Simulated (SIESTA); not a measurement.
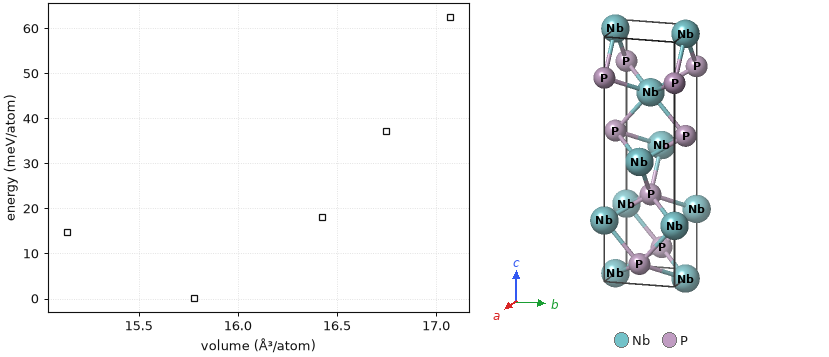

The figure shows the energy against volume for NbP, space group I4_1md (No. 109). The conventional cell is drawn beside the plot.

Cell as given: a = 6.210 Å, b = 6.210 Å, c = 6.210 Å, α = 148.70°, β = 148.70°, γ = 44.85°; 4 atoms.

Method: DFT in numerical atomic orbitals with pseudopotentials, no spin polarisation; energies at scaled volumes of the given cell, shape and fractions fixed, counted from the fit's minimum, third-order Birch-Murnaghan fit (SIESTA 5.4.2). Level: PBEsol.

k mesh 11×11×11; occupations Fermi–Dirac; smearing width 0.05 eV; potentials PseudoDojo 0.4 standard, converted to PSML, two zetas on semicore shells; program settings basis DZP, mesh cutoff 800 Ry.

The points at volume 15.46 Å³/atom and 16.10 Å³/atom are left out of the plot. What values does the calculation give there?

| volume (Å³/atom) | energy (meV/atom) |
| --- | --- |
| 15.46 | 2.91 |
| 16.10 | 5.47 |

Note: mulliken charges of long orbitals; shape and atomic fractions are frozen while scaling, which makes layered, chain and framework solids too stiff.
